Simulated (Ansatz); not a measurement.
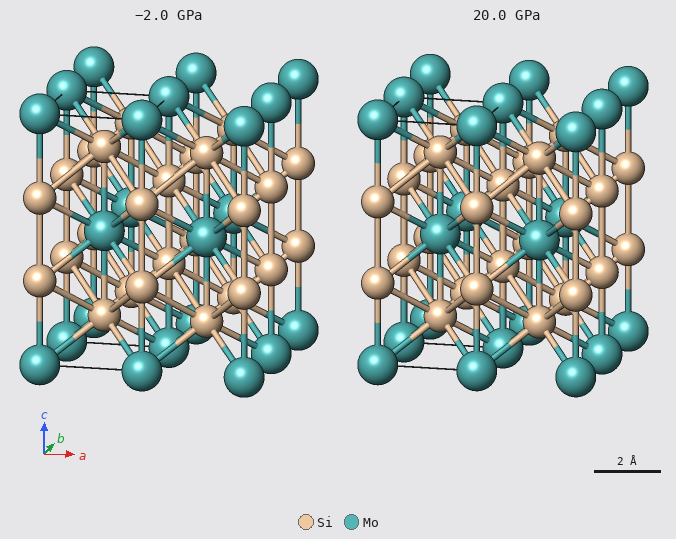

A crystal of Si2Mo (set up in I4/mmm), relaxed (cell and atoms) at several target pressures. The picture shows the first and the last member. The picture is a ball-and-stick view of the conventional cell (2 times the calculation's cell), repeated 2 × 2 × 1 with one cell outlined, seen slightly off an axis. Lengths and directions refer to the drawn axes.

Computed with Ansatz 0.2.0: DFT r2SCAN, scalar-relativistic, plane waves, PAW. Set-up: plane-wave cutoff 500 eV; k-point mesh 18 × 18 × 18; occupations gaussian; smearing width 0.1 eV; no spin polarisation; cell and atoms relaxed; force threshold 0.008 eV/Å.

```csv
pressure (GPa),volume (Å³/atom),a (Å),c (Å)
−2.0,13.485,3.213,7.839
0.0,13.358,3.202,7.819
2.0,13.238,3.191,7.800
5.0,?,?,?
10.0,12.811,3.154,7.729
20.0,12.362,3.113,7.652
```

### Estimate the missing row from the others, and compare with the calculation.

Murnaghan's form V = V₀(1 + B′P/B₀)^(−1/B′), with V₀ = 13.358 Å³ from the row at zero pressure, fits the other rows with B₀ = 218 GPa and B′ = 4.24 (largest miss 0.001 Å³). At 5.0 GPa it gives 13.358 × (1 + 4.24 × 5.0/218)^(−1/4.24) = 13.069 Å³ per atom. The calculation gives 13.069 Å³/atom (a = 3.177 Å, c = 7.771 Å). The estimate is right to the digits shown. From the first member to the last: Si–Si 2.637 → 2.550 Å, Mo–Si 2.630 → 2.557 Å, Mo–Si 2.612 → 2.541 Å.

The whole series:

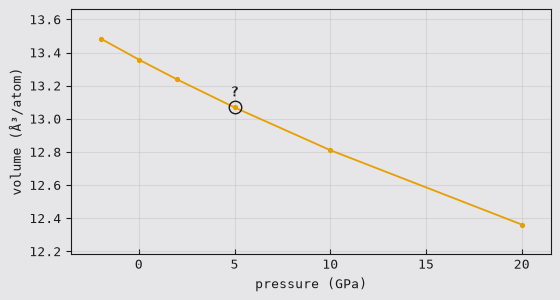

Each member starts from this one structure; whether another phase lies lower wasn't checked.
